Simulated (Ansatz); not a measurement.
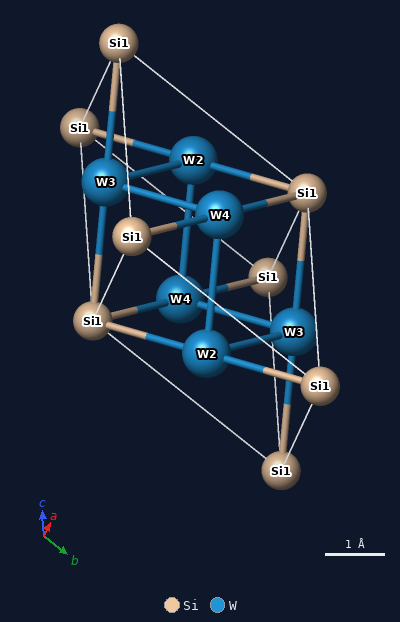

**Figure 1.** The input geometry of the first run (ball-and-stick view of the cell of the calculation, seen at an oblique angle; atoms are numbered from 1 in the order of the input). An atom can appear more than once, as a periodic image.

# W₃Si: a changed input and its effect

System: W₃Si (Im-3m, 4 atoms in the cell).
Method of the first run: DFT PBE, scalar-relativistic, plane waves, PAW, no spin polarisation (Ansatz 0.2.0).

The structure derives from a Materials Project entry. Text and figures count atoms from 1; the logs count them from 0 in places.

## Input file, the first run
```yaml
crystal:
  lattice:
    - [-2.4735778813, 2.4735778813, 2.4735778813]
    - [2.4735778813, -2.4735778813, 2.4735778813]
    - [2.4735778813, 2.4735778813, -2.4735778813]
  atoms:
    - { symbol: Si, position: [0.0, 0.0, 0.0] }
    - { symbol: W, position: [0.5, 0.5, 0.0] }
    - { symbol: W, position: [0.5, 0.0, 0.5] }
    - { symbol: W, position: [0.0, 0.5, 0.5] }
basis:
  ecutwfc: 420
kpoints:
  mp_grid: { grid: [14, 14, 14] }
hamiltonian:
  xc: pbe
scf:
  occupations: { method: gaussian, width: 0.15 }
output:
  forces: true
  stress: true
  eigenvalues: true
```

Command:
```bash
ansatz run input.yaml --threads 2 --pin off --max-ram 5120MiB --backend cpu --events-out ev --progress --plain --runs-dir out
```

Hardware: 2 threads of Arm Neoverse V2, 24 GiB of memory available, shared host.

## Output, shortened to warnings, some set-up lines, iterations and results (the first run)
```
Basis set: ecut = 420 eV, 1205 PW (Γ), exchange–correlation on 60×60×60 points (8 copies of the dense FFT grid, shifted against one another)
Symmetry: 48 space group operations
k-points: 104 of 2744
Initial density: superposition of atomic densities (neutral atoms: chi_scale 0, normalization atom), corrected by the library's trained network
[...]
SCF iter   1: F=—  HF=-31783.798393 eV  |F-HF|=—  |Δ(HF+E_count)|=         —  Δρ=6.74e-3  dr2=2.69e-2  ethr=1.77e-3  ⟨swp⟩=5.0  Hψ=12502  notcnv=0
SCF iter   2: F=—  HF=-31783.794576 eV  |F-HF|=—  |Δ(HF+E_count)|=   3.82e-3  Δρ=3.79e-3  dr2=8.91e-3  ethr=5.85e-5  ⟨swp⟩=1.0  Hψ=3745  notcnv=0
SCF iter   3: F=—  HF=-31783.793285 eV  |F-HF|=—  |Δ(HF+E_count)|=   1.29e-3  Δρ=4.10e-4  dr2=6.24e-5  ethr=1.94e-5  ⟨swp⟩=2.0  Hψ=4020  notcnv=0
SCF iter   4: F=—  HF=-31783.793265 eV  |F-HF|=—  |Δ(HF+E_count)|=   1.95e-5  Δρ=5.08e-5  dr2=1.04e-6  ethr=1.36e-7  ⟨swp⟩=2.1  Hψ=4155  notcnv=0
SCF iter   5: F=-31783.793266 eV  HF=-31783.793266 eV  |F-HF|=5.92e-9  |Δ(HF+E_count)|=   1.59e-7  Δρ=1.00e-5  dr2=3.37e-8  ethr=2.26e-9  ⟨swp⟩=2.0  Hψ=4114  notcnv=0
SCF iter   6: F=-31783.793266 eV  HF=-31783.793266 eV  |F-HF|=7.64e-11  |Δ(HF+E_count)|=   1.08e-8  Δρ=1.52e-6  dr2=9.49e-10  ethr=7.32e-11  ⟨swp⟩=3.2  Hψ=10310  notcnv=0
SCF 1 converged in 6 iterations: F = -31783.793266 eV  dr2 = 9.49e-10
SCF converged after 6 iterations
Free energy (F): -31783.793266 eV
Harris-Foulkes:  -31783.793266 eV  (|F-HF|=7.64e-11)
Internal energy: -31783.749679 eV  (E = F + TS)
E sigma→0 (E₀):  -31783.771472 eV
Entropy (-TS):   -0.043587 eV (-10.897 meV/atom)
Fermi energy:    20.100550 eV
--- Per-component energies (eV) ---
  E_band       = -284.740508
  E_kinetic    = 1411.335160
  E_local      = -2370.578579  (includes V_loc(G=0)·N_el)
  E_nonlocal   = 38.953373
  E_hartree    = 893.186290
  E_xc         = -860.801689
  E_vxc        = -769.714995  (∫ρ·V_xc dr)
  E_paw        = -26203.926536  (= ΣΔE_a)
  E_vpaw       = -381.107774  (= ΣTr[D̂ρ^β])
  E_aug_tail   = -0.000178  (compensation charges beyond the density's cutoff)
  E_ewald      = -4691.917520
  E_smearing   = -0.043587  (= −TS)
  E_closure    = -0.000000  (closes the sum)
  Σ components = -31783.793266   (vs F -31783.793266, Δ=0.00e0)
--- Forces (eV/Å), atoms counted from 1 ---
  atom   1  Si    -0.00000000     0.00000000    -0.00000000
  atom   2  W      0.00000000    -0.00000000    -0.00000000
  atom   3  W      0.00000000     0.00000000    -0.00000000
  atom   4  W     -0.00000000    -0.00000000     0.00000000
  max |Σ_I F_I| component: 5.44e-29 eV/Å
--- Stress (GPa, compression-positive) ---
       40.342754       0.000000      -0.000000
        0.000000      40.342754      -0.000000
       -0.000000      -0.000000      40.342754
  P = ⅓ Tr σ = 40.3428 GPa (403.428 kbar)
```

For the second run the input was changed thus:
```diff
-    - [-2.4735778813, 2.4735778813, 2.4735778813]
-    - [2.4735778813, -2.4735778813, 2.4735778813]
-    - [2.4735778813, 2.4735778813, -2.4735778813]
+    - [-2.7339545003, 2.7339545003, 2.538672036]
+    - [2.7339545003, -2.7339545003, 2.538672036]
+    - [2.7339545003, 2.7339545003, -2.538672036]
```

Predict how the results change.

With the same functional and potentials, the second run lies 175.8 meV per atom lower. The pressure goes from 40.34 to −9.97 GPa. The volume per atom goes from 15.13 to 18.98 Å³. The number of SCF iterations is the same. The irreducible k-points go from 104 to 244. The plane waves at Γ go from 1205 to 1497. On the same kind of shared host the second run took about 3.1 times as long.

## Output, shortened to warnings, some set-up lines, iterations and results (the second run)
```
Basis set: ecut = 420 eV, 1497 PW (Γ), exchange–correlation on 64×64×64 points (8 copies of the dense FFT grid, shifted against one another)
Symmetry: 16 space group operations
k-points: 244 of 2744
Initial density: superposition of atomic densities (neutral atoms: chi_scale 0, normalization atom), corrected by the library's trained network
[...]
SCF iter   1: F=—  HF=-31784.504948 eV  |F-HF|=—  |Δ(HF+E_count)|=         —  Δρ=7.62e-3  dr2=6.22e-2  ethr=1.77e-3  ⟨swp⟩=5.0  Hψ=28197  notcnv=0
SCF iter   2: F=—  HF=-31784.498656 eV  |F-HF|=—  |Δ(HF+E_count)|=   6.29e-3  Δρ=4.07e-3  dr2=1.62e-2  ethr=1.35e-4  ⟨swp⟩=1.0  Hψ=8784  notcnv=0
SCF iter   3: F=—  HF=-31784.496602 eV  |F-HF|=—  |Δ(HF+E_count)|=   2.05e-3  Δρ=3.99e-4  dr2=8.80e-5  ethr=3.53e-5  ⟨swp⟩=2.0  Hψ=9327  notcnv=0
SCF iter   4: F=—  HF=-31784.496599 eV  |F-HF|=—  |Δ(HF+E_count)|=   3.60e-6  Δρ=6.45e-5  dr2=2.43e-6  ethr=1.91e-7  ⟨swp⟩=2.0  Hψ=9576  notcnv=0
SCF iter   5: F=-31784.496599 eV  HF=-31784.496599 eV  |F-HF|=9.84e-9  |Δ(HF+E_count)|=   4.08e-7  Δρ=1.18e-5  dr2=7.11e-8  ethr=5.28e-9  ⟨swp⟩=2.1  Hψ=9651  notcnv=0
SCF iter   6: F=-31784.496599 eV  HF=-31784.496599 eV  |F-HF|=1.43e-9  |Δ(HF+E_count)|=   2.05e-8  Δρ=2.26e-6  dr2=2.18e-9  ethr=1.54e-10  ⟨swp⟩=3.2  Hψ=24700  notcnv=0
SCF 1 converged in 6 iterations: F = -31784.496599 eV  dr2 = 2.18e-9
SCF converged after 6 iterations
Free energy (F): -31784.496599 eV
Harris-Foulkes:  -31784.496599 eV  (|F-HF|=1.43e-9)
Internal energy: -31784.440929 eV  (E = F + TS)
E sigma→0 (E₀):  -31784.468764 eV
Entropy (-TS):   -0.055670 eV (-13.918 meV/atom)
Fermi energy:    15.337611 eV
--- Per-component energies (eV) ---
  E_band       = -493.493012
  E_kinetic    = 1377.758729
  E_local      = -2831.597949  (includes V_loc(G=0)·N_el)
  E_nonlocal   = 33.805640
  E_hartree    = 1028.794683
  E_xc         = -848.501173
  E_vxc        = -753.395011  (∫ρ·V_xc dr)
  E_paw        = -26200.684813  (= ΣΔE_a)
  E_vpaw       = -377.653652  (= ΣTr[D̂ρ^β])
  E_aug_tail   = -0.000179  (compensation charges beyond the density's cutoff)
  E_ewald      = -4344.015866
  E_smearing   = -0.055670  (= −TS)
  E_closure    = -0.000000  (closes the sum)
  Σ components = -31784.496599   (vs F -31784.496599, Δ=0.00e0)
--- Forces (eV/Å), atoms counted from 1 ---
  atom   1  Si    -0.00000000     0.00000000     0.00000000
  atom   2  W      0.00000000     0.00000000    -0.00000000
  atom   3  W      0.00000000     0.00000000     0.00000000
  atom   4  W      0.00000000     0.00000000     0.00000000
  max |Σ_I F_I| component: 4.60e-29 eV/Å
--- Stress (GPa, compression-positive) ---
      -15.960708      -0.000000       0.000000
       -0.000000     -15.960708      -0.000000
       -0.000000       0.000000       2.002116
  P = ⅓ Tr σ = -9.9731 GPa (-99.731 kbar)
```

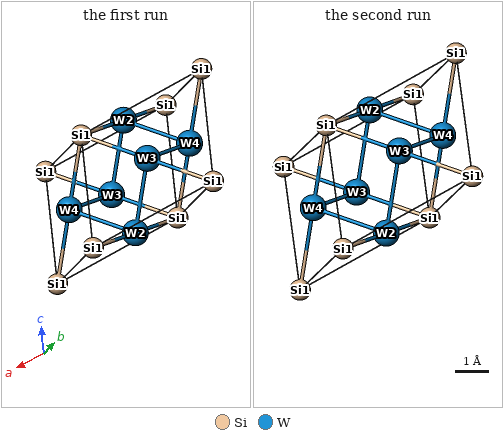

**Figure 2.** The two input geometries at one scale (ball-and-stick view of the cell of the calculation, seen at an oblique angle). No atom moves by more than 0.005 Å relative to the cell. The volume changes by +25.4 %, with a = b = c 4.284 → 4.625 Å (+8.0 %), α 109.5° → 107.5°, β 109.5° → 107.5°, γ 109.5° → 113.4°. Among the contacts that change: Si1–W3 2.474 → 2.734 Å, W2–W3 2.474 → 2.734 Å, Si1–W2 2.474 → 2.539 Å, W3–W4 2.474 → 2.539 Å.

## The two runs side by side

| quantity | the first run | the second run |
| --- | --- | --- |
| outcome | converged | converged |
| free energy per atom (eV) | −7945.9483 | −7946.1241 |
| energy per atom, smearing taken to zero (eV) | −7945.9429 | −7946.1172 |
| gap on the mesh (eV) | 0.00 | 0.00 |
| pressure (GPa) | 40.34 | −9.97 |
| volume per atom (Å³) | 15.13 | 18.98 |
| largest force (eV/Å) | 0.000 | 0.000 |
| SCF iterations | 6 | 6 |
| irreducible k-points | 104 | 244 |
| plane waves at Γ | 1205 | 1497 |
| wall time (shared host) | 2.9 s | 9.2 s |

For both runs: Spin–orbit coupling is left out, which matters for W. For the first run: The cell is under a pressure of 40 GPa at this level, so it is not at its equilibrium volume.
